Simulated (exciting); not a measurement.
The Ca L₂,₃ edge of atom 1 in CaO (Lime), space group Fm-3m, with 6 O at 2.41 Å (octahedral, site symmetry m-3m), was computed at 4 levels: exchange and screened direct term (singlet BSE), exchange term alone (RPA), independent particles and screened direct term alone. Common settings: exciting, all-electron LAPW+lo, PBE, spinor conduction states, 2×2×2 shifted k points, 22 conduction spinor bands, |G+q| up to 4.5 bohr⁻¹ (5.5 in the exchange term), full RPA screening with nempty = 37, Lorentzian half width 0.25 eV.

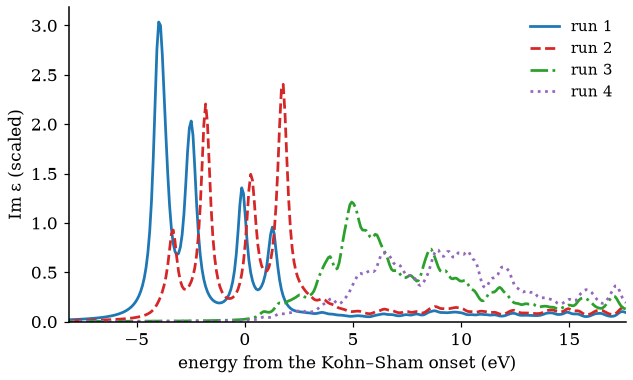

Energy from the Kohn–Sham onset, core level to the lowest empty state found on the meshes used; all runs on one relative scale.

Which run is which, and why?

Run 1: screened direct term alone; highest local maximum in the window at -4.0 eV. Run 2: exchange and screened direct term (singlet BSE); highest local maximum in the window at 1.8 eV. Run 3: independent particles; highest local maximum in the window at 4.9 eV. Run 4: exchange term alone (RPA); highest local maximum in the window at 8.9 eV. The attractive direct term pulls weight down: the curves pass 0.36 at -4.7, -3.7, 3.4 and 5.0 eV in the order of the runs. Exchange is repulsive: the centre of weight of the curve lies at 1.9 eV with it and at -0.4 eV without it. In the runs without the direct term the fine structure is partly noise of the 8-point mesh. Exchange alone moves the bare spectrum by 53 % r.m.s., towards higher energy.

[Hosts, paths, dates, database ids (printed as entryN), source tags and the programs' standing remarks are cut or masked in the printed files.]
